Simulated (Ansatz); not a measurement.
## Geometry relaxation, with input and output: AlP (part 1 of 2)

System: AlP (slab, 8 atoms in the cell).
Method: DFT r2SCAN, scalar-relativistic, plane waves, PAW, no spin polarisation (Ansatz 0.2.0).

The structure derives from an entry of the Crystallography Open Database. The input holds or restrains some coordinates. Forces given for the steps count only the free coordinates. It belongs to a series of runs on one base structure; here: clean slab, lower half held. Figures and captions count atoms from 1; the log counts them from 0 in places.

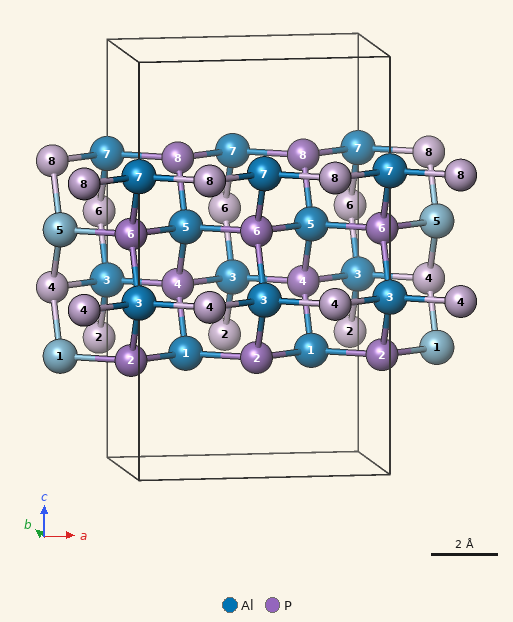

Fig. 1: The starting structure (ball-and-stick view of the 2 × 1 repeat of the cell, with the vacuum cut short, seen slightly off an axis; neighbours outside the cell are drawn fainter; atoms are numbered from 1 in the order of the input). An atom can appear more than once, as a periodic image.

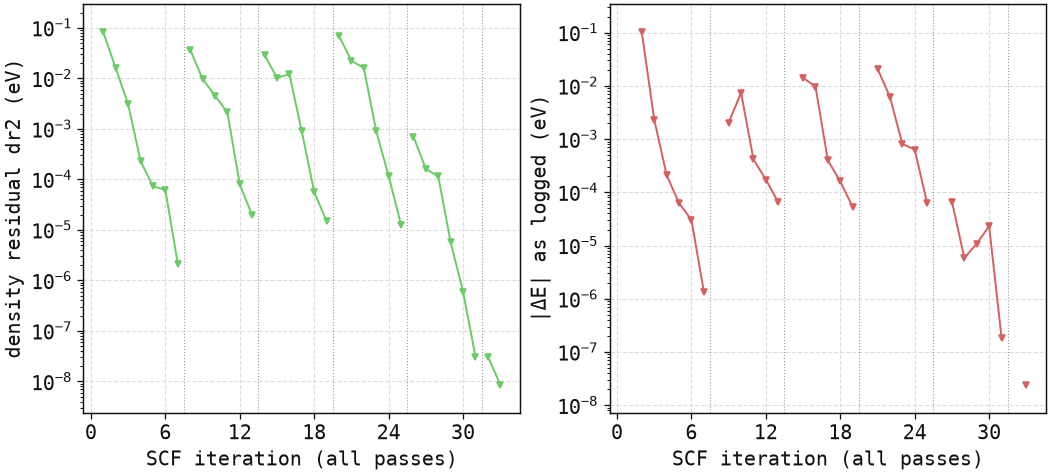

Fig. 2: Convergence of the self-consistent field: density residual dr2 and size of the energy change against the SCF iteration. Dotted lines part the SCF passes that the log prints in full.

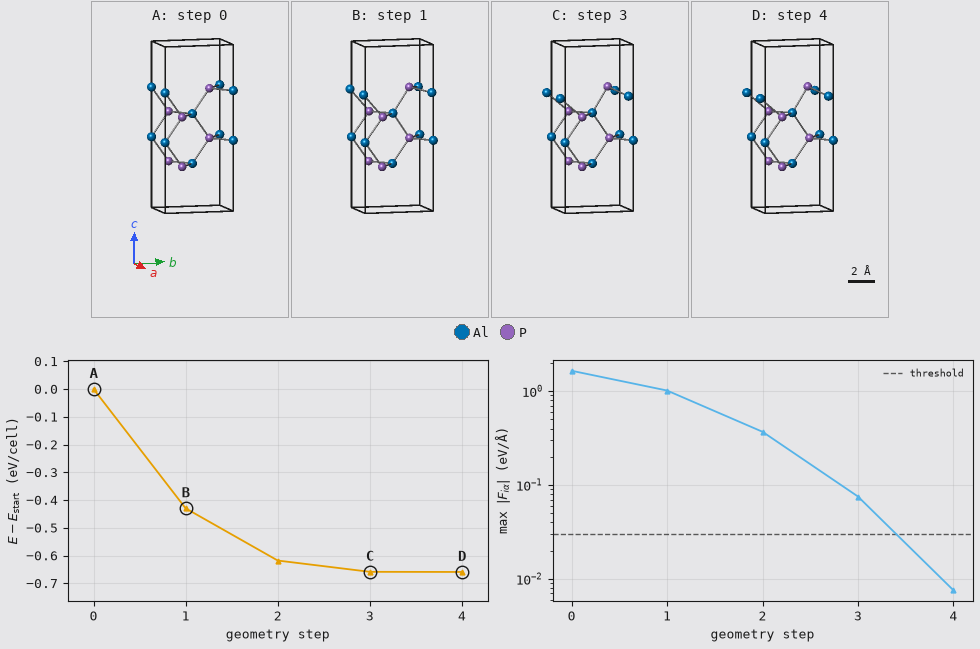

Fig. 3: Frames of the restrained relaxation (ball-and-stick view of the cell of the calculation, with the vacuum cut short, seen slightly off an axis) above the curves, on which the letters mark them (the first geometry is step 0 here and step 1 in the log).

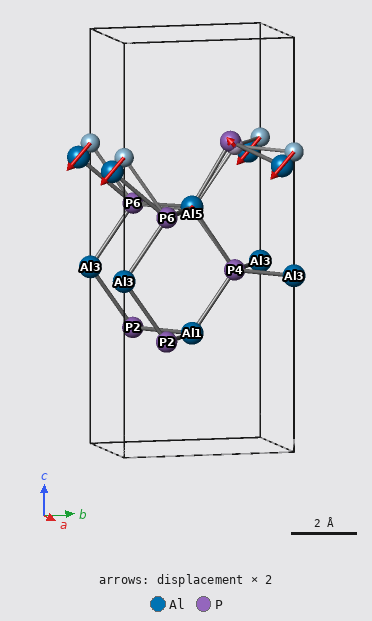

Fig. 4: Start (faint) and end (solid) with the displacements as red arrows, magnified 2 times (ball-and-stick view of the cell of the calculation, with the vacuum cut short, seen slightly off an axis). Over 4 geometry steps the energy falls by 0.659 eV per cell of the calculation. The largest force component goes from 1.7 to 0.0076 eV/Å. The largest move is that of Al7, 0.57 Å. By element the largest moves are Al 0.57 Å, P 0.20 Å. The cell stays as it was. Among the contacts that change: P4–Al5 2.372 → 2.437 Å, Al7–P8 2.372 → 2.311 Å, P6–Al7 2.372 → 2.315 Å, Al3–P6 2.372 → 2.389 Å. Among the angles that change: Al5–P8–Al7 109.5° → 92.5°, Al3–P6–Al7 109.5° → 95.0°, P6–Al7–P8 109.5° → 122.1°. (Atoms are counted from 1 in the order of the input.)

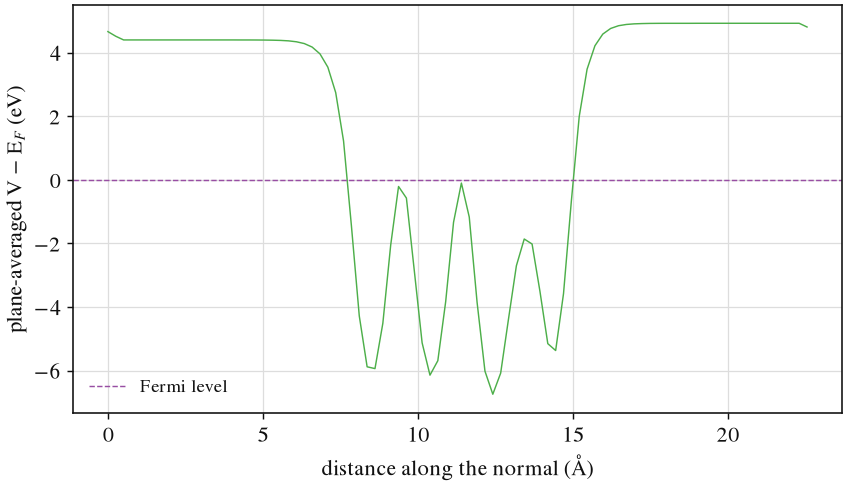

Fig. 5: Plane average of the electrostatic potential energy of an electron across the cell, from the Fermi level. The vacuum level lies 4.92 eV above the Fermi level on the upper side and 4.40 eV on the lower.

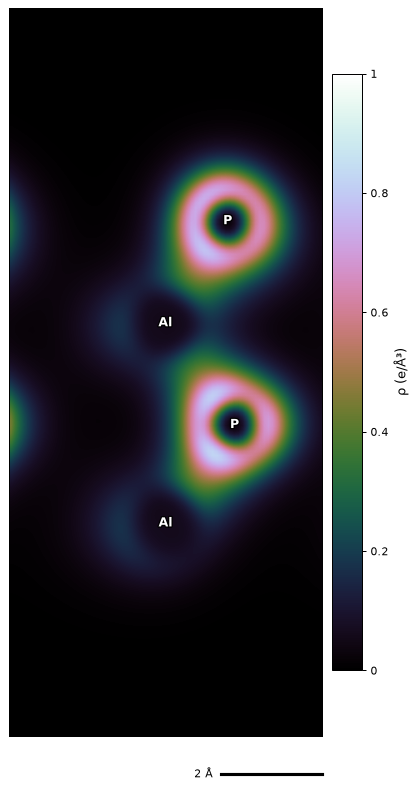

Fig. 6: Valence charge density (pseudo) on the (100) plane of the calculation cell, a cut from vacuum to vacuum. Atoms in the plane: Al and P. Al–P (2.36 Å): the density is about 0.51 e/Å³ at the midpoint. Al–P (2.44 Å): ρ is about 0.47 e/Å³ halfway. The density dies away to nearly zero in the vacuum. Core electrons are frozen (PAW), so the fields are smoothed inside the atomic spheres.

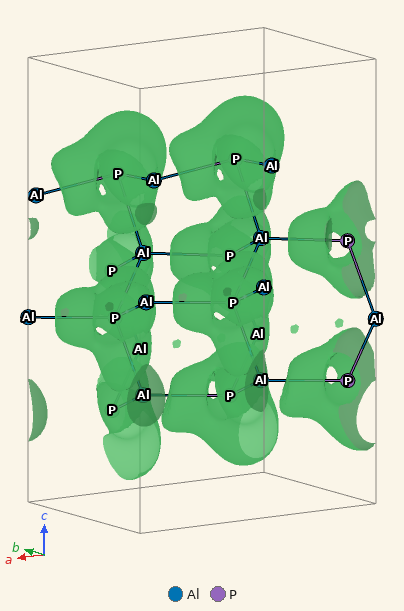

Fig. 7: Isosurface of the ELF at 0.75 (green), seen at an oblique angle. Core shells and regions of very low density are left out. Sticks mark near contacts. Al–P (2.36 Å): the ELF peaks at about 0.90 between the atoms (a covalent bond).

These pictures come from the run below.

## The input
```yaml
crystal:
  lattice:
    - [3.8738995424, 0.0, 0.0]
    - [0.0, 5.4785212721, 0.0]
    - [0.0, 0.0, 22.8108493136]
  atoms:
    - { symbol: Al, position: [0.5, 0.5, 0.3726297028] }
    - { symbol: P, position: [0.0, 0.25, 0.3726297028] }
    - { symbol: Al, position: [0.0, 0.0, 0.4575432343] }
    - { symbol: P, position: [0.5, 0.75, 0.4575432343] }
    - { symbol: Al, position: [0.5, 0.5, 0.5424567657] }
    - { symbol: P, position: [0.0, 0.25, 0.5424567657] }
    - { symbol: Al, position: [0.0, 0.0, 0.6273702972] }
    - { symbol: P, position: [0.5, 0.75, 0.6273702972] }
basis:
  ecutwfc: 500
kpoints:
  mp_grid: { grid: [7, 5, 1] }
hamiltonian:
  xc: r2scan
scf:
  occupations: { method: gaussian, width: 0.05 }
output:
  forces: true
  eigenvalues: true
  write_density: true
  write_potential: true
  elf: true
  volumetric_format: npy
relax:
  adjacent_minimum: "off"
  f_tol: 0.03
  max_steps: 70
  constraints: [{ sites: [0, 1, 2, 3] }]
efield:
  axis: 3
  dipole_correction: true
  ramp_width: 0.04
```

Launch command:
```bash
ansatz run input.yaml --threads 2 --pin off --max-ram 5120MiB --backend cpu --events-out ev --progress --plain --runs-dir out
```

## Log
```
Engine: ansatz 0.2.0, x86_64-unknown-linux-gnu
Pseudopotentials: kind: paw
Pseudopotential: Al, paw, valence charge 3, recommended cutoff 500 eV (meta_gga), Al.paw.azcp
Pseudopotential: P, paw, valence charge 5, recommended cutoff 500 eV (meta_gga), P.paw.azcp
Functional definition: r2SCAN
  parameter k0 = 0.174
  parameter k1 = 0.065
  parameter a1 = 4.9479
  exchange = r2scan_x(k0 = k0, k1 = k1, a1 = a1)
  correlation = r2scan_c
Crystal: 8 atoms, lattice volume = 484.120 Å³
Basis set: ecut = 500 eV, 12267 PW (Γ), exchange–correlation on 120×160×720 points (64 copies of the dense FFT grid, shifted against one another)
Bands: 24, of which v1, the nominal top of the filled ones, is band 16 counted from 1 (15 counted from 0)
Symmetry: 2 space group operations
k-points: 12 of 35 (time reversal used)
Non-local potential: Al, projectors of the file, l = 0: 2, l = 1: 2, l = 2: 1
Non-local potential: P, projectors of the file, l = 0: 2, l = 1: 2, l = 2: 2
PAW form: soft (Blöchl's): semilocal exchange-correlation on the pseudo side does not see the compensation charge
PAW frozen core: Al, regenerated for the run's functional (the file was generated under x = pbe(κ = 0.804, μ = 0.2195149727645171), c = pbe(β = 0.06672455060314922))
PAW frozen core: P, regenerated for the run's functional (the file was generated under x = pbe(κ = 0.804, μ = 0.2195149727645171), c = pbe(β = 0.06672455060314922))
PAW one-centre angular grid: Al, 302 points (default); XC on 160 Gauss nodes
PAW one-centre angular grid: P, 302 points (default); XC on 160 Gauss nodes
Initial density: superposition of atomic densities (neutral atoms: chi_scale 0, normalization atom), corrected by the library's trained network
Initial wavefunctions: pseudopotential atomic-orbital guess
Functional: x = r2scan, c = r2scan; τ floored in thin density (d = 2e-4 eV/Å³)
SCF iter   1: F=—  HF=-5200.060531 eV  |F-HF|=—  |Δ(HF+E_count)|=         —  Δρ=3.01e-3  dr2=8.12e-2  dr2_τ=4.50e-2  ethr=1.77e-3  p=0.000 e·Å  D=4.23e-14 V/Å  ΔV_dip=-0.00 eV  dr2_dipole=3.29e-8  V_vac-E_F(+/−)=4.43/4.43 eV  ⟨swp⟩=10.5  Hψ=2239  notcnv=0  defer=8
efield: sawtooth ramp at fractional position 0.9800 (placed from the atoms, in the widest stretch of the axis that holds none; the zero of the levels goes with the place), width 0.0400; the density the first Hamiltonian is built on has a dipole p = 0.000 e·Å; the dipole correction subtracts the counter field D = 4.23e-14 V/Å, which shifts the + side's vacuum level by -0.00 eV against the − side's; the planar-averaged density in the ramp window peaks in size at 5.4e-6 e/Å³
preconditioner: auto → Resta (q_TF=auto, 1.735 Å⁻¹)  ε∞=2.4  [insulator: Δε(μ)=1.457 eV  Ē_g=8.142 eV  σ=0.050 eV  W_gap=1.00  n_scr=40 (ndim 8)  ℏωp=9.5 eV  f_vac=0.556  D(μ)=0.00/eV (n_scr^D=0)  ε∞_Penn≈2.4  vacuum switching on, ρ_ref=4.8e-3 e/Å³]
SCF iter   2: F=—  HF=-5200.161628 eV  |F-HF|=—  |Δ(HF+E_count)|=   1.01e-1  Δρ=1.67e-3  dr2=1.59e-2  dr2_τ=2.27e-4  ethr=2.54e-4  p=0.000 e·Å  D=3.48e-5 V/Å  ΔV_dip=-0.00 eV  dr2_dipole=1.67e-7  V_vac-E_F(+/−)=4.40/4.40 eV  ⟨swp⟩=3.9  Hψ=691  notcnv=0  defer=29
SCF iter   3: F=—  HF=-5200.163963 eV  |F-HF|=—  |Δ(HF+E_count)|=   2.33e-3  Δρ=5.61e-4  dr2=3.06e-3  dr2_τ=6.72e-5  ethr=4.97e-5  p=-0.000 e·Å  D=-1.09e-4 V/Å  ΔV_dip=0.00 eV  dr2_dipole=1.92e-6  V_vac-E_F(+/−)=4.42/4.42 eV  ⟨swp⟩=2.8  Hψ=484  notcnv=0  defer=29
SCF iter   4: F=—  HF=-5200.164172 eV  |F-HF|=—  |Δ(HF+E_count)|=   2.10e-4  Δρ=1.29e-4  dr2=2.31e-4  dr2_τ=5.71e-6  ethr=9.57e-6  p=0.001 e·Å  D=2.20e-4 V/Å  ΔV_dip=-0.01 eV  dr2_dipole=7.55e-6  V_vac-E_F(+/−)=4.39/4.40 eV  ⟨swp⟩=2.4  Hψ=412  notcnv=0  defer=29
SCF iter   5: F=—  HF=-5200.164235 eV  |F-HF|=—  |Δ(HF+E_count)|=   6.29e-5  Δρ=6.30e-5  dr2=7.28e-5  dr2_τ=9.44e-7  ethr=7.21e-7  p=-0.001 e·Å  D=-3.12e-4 V/Å  ΔV_dip=0.01 eV  dr2_dipole=1.49e-5  V_vac-E_F(+/−)=4.40/4.39 eV  ⟨swp⟩=2.8  Hψ=501  notcnv=0  defer=29
SCF iter   6: F=—  HF=-5200.164266 eV  |F-HF|=—  |Δ(HF+E_count)|=   3.03e-5  Δρ=3.58e-5  dr2=6.19e-5  dr2_τ=1.87e-7  ethr=2.27e-7  p=0.001 e·Å  D=3.95e-4 V/Å  ΔV_dip=-0.01 eV  dr2_dipole=2.35e-5  V_vac-E_F(+/−)=4.39/4.40 eV  ⟨swp⟩=2.2  Hψ=365  notcnv=0  defer=29
SCF iter   7: F=-5200.164266 eV  HF=-5200.164264 eV  |F-HF|=1.83e-6  |Δ(HF+E_count)|=   1.36e-6  Δρ=1.42e-5  dr2=2.15e-6  dr2_τ=3.76e-8  ethr=7.03e-8  p=0.000 e·Å  D=3.43e-5 V/Å  ΔV_dip=-0.00 eV  dr2_dipole=1.89e-7  V_vac-E_F(+/−)=4.39/4.39 eV  ⟨swp⟩=21.2  Hψ=3224  notcnv=0
SCF 1 converged in 7 iterations: F = -5200.164266 eV  dr2 = 2.15e-6
  greatest PAW one-centre occupation: 0.783 electrons in one spin orbital (limit 2), on the P atom at site 7 (counted from 0), in its partial waves of l = 0
relax step   1: F+E_penalty+E_count = -5200.16426606 eV  Δ(F+E_penalty+E_count) = +0.000e0 eV  max|allowed force component| = 1.651e0 eV/Å  Δτ_max = 0.0000 Å  (7 SCF iters, dr2 threshold 2.25e-5 eV, accepted)
Initial density: handed on by an earlier stage of this run
Initial wavefunctions: those handed on with the density
iter 1 solved again at ethr=1.20e-4 eV; its pass at ethr=3.10e-3 eV (dr2=3.86e-2 eV) is discarded
SCF iter   1: F=—  HF=-5200.588530 eV  |F-HF|=—  |Δ(HF+E_count)|=         —  Δρ=2.33e-3  dr2=3.70e-2  dr2_τ=1.08e-2  ethr=1.20e-4  p=0.000 e·Å  D=3.43e-5 V/Å  ΔV_dip=-0.00 eV  dr2_dipole=7.29e-4  V_vac-E_F(+/−)=4.35/4.35 eV  ⟨swp⟩=2.0  Hψ=1618  notcnv=0  defer=27
efield: sawtooth ramp at fractional position 0.9800 (handed on by an earlier solve), width 0.0400; the density the first Hamiltonian is built on has a dipole p = 0.000 e·Å; the dipole correction subtracts the counter field D = 3.43e-5 V/Å, which shifts the + side's vacuum level by -0.00 eV against the − side's; the planar-averaged density in the ramp window peaks in size at 4.3e-8 e/Å³
preconditioner: auto → Resta (q_TF=auto, 1.735 Å⁻¹)  ε∞=2.4  [insulator: Δε(μ)=1.452 eV  Ē_g=8.212 eV  σ=0.050 eV  W_gap=1.00  n_scr=40 (ndim 8)  ℏωp=9.5 eV  f_vac=0.564  D(μ)=0.00/eV (n_scr^D=0)  ε∞_Penn≈2.4  vacuum switching on, ρ_ref=4.9e-3 e/Å³]
SCF iter   2: F=—  HF=-5200.586485 eV  |F-HF|=—  |Δ(HF+E_count)|=   2.04e-3  Δρ=1.27e-3  dr2=9.75e-3  dr2_τ=8.69e-5  ethr=1.16e-4  p=-0.015 e·Å  D=-5.56e-3 V/Å  ΔV_dip=0.13 eV  dr2_dipole=1.50e-5  V_vac-E_F(+/−)=4.49/4.36 eV  ⟨swp⟩=3.2  Hψ=521  notcnv=0  defer=27
SCF iter   3: F=—  HF=-5200.593865 eV  |F-HF|=—  |Δ(HF+E_count)|=   7.38e-3  Δρ=4.47e-4  dr2=4.54e-3  dr2_τ=4.87e-5  ethr=3.05e-5  p=-0.017 e·Å  D=-6.43e-3 V/Å  ΔV_dip=0.15 eV  dr2_dipole=1.29e-3  V_vac-E_F(+/−)=4.52/4.37 eV  ⟨swp⟩=2.0  Hψ=494  notcnv=0  defer=27
SCF iter   4: F=—  HF=-5200.594281 eV  |F-HF|=—  |Δ(HF+E_count)|=   4.16e-4  Δρ=2.02e-4  dr2=2.12e-3  dr2_τ=6.05e-6  ethr=1.42e-5  p=-0.036 e·Å  D=-1.36e-2 V/Å  ΔV_dip=0.31 eV  dr2_dipole=8.55e-4  V_vac-E_F(+/−)=4.67/4.36 eV  ⟨swp⟩=2.4  Hψ=422  notcnv=0  defer=27
SCF iter   5: F=—  HF=-5200.594108 eV  |F-HF|=—  |Δ(HF+E_count)|=   1.73e-4  Δρ=8.90e-5  dr2=7.93e-5  dr2_τ=8.22e-7  ethr=6.61e-6  p=-0.030 e·Å  D=-1.12e-2 V/Å  ΔV_dip=0.26 eV  dr2_dipole=1.69e-6  V_vac-E_F(+/−)=4.63/4.37 eV  ⟨swp⟩=1.8  Hψ=316  notcnv=0  defer=27
SCF iter   6: F=-5200.594182 eV  HF=-5200.594173 eV  |F-HF|=8.47e-6  |Δ(HF+E_count)|=   6.52e-5  Δρ=3.71e-5  dr2=1.93e-5  dr2_τ=1.91e-7  ethr=2.48e-7  p=-0.030 e·Å  D=-1.14e-2 V/Å  ΔV_dip=0.26 eV  dr2_dipole=3.34e-8  V_vac-E_F(+/−)=4.63/4.37 eV  ⟨swp⟩=24.1  Hψ=3817  notcnv=0
SCF 2 converged in 6 iterations: F = -5200.594182 eV  dr2 = 1.93e-5
  greatest PAW one-centre occupation: 0.786 electrons in one spin orbital (limit 2), on the P atom at site 7 (counted from 0), in its partial waves of l = 0
relax step   2: F+E_penalty+E_count = -5200.59418168 eV  Δ(F+E_penalty+E_count) = -4.299e-1 eV  max|allowed force component| = 1.017e0 eV/Å  Δτ_max = 0.1928 Å  (6 SCF iters, dr2 threshold 1.00e-4 eV, accepted)
```
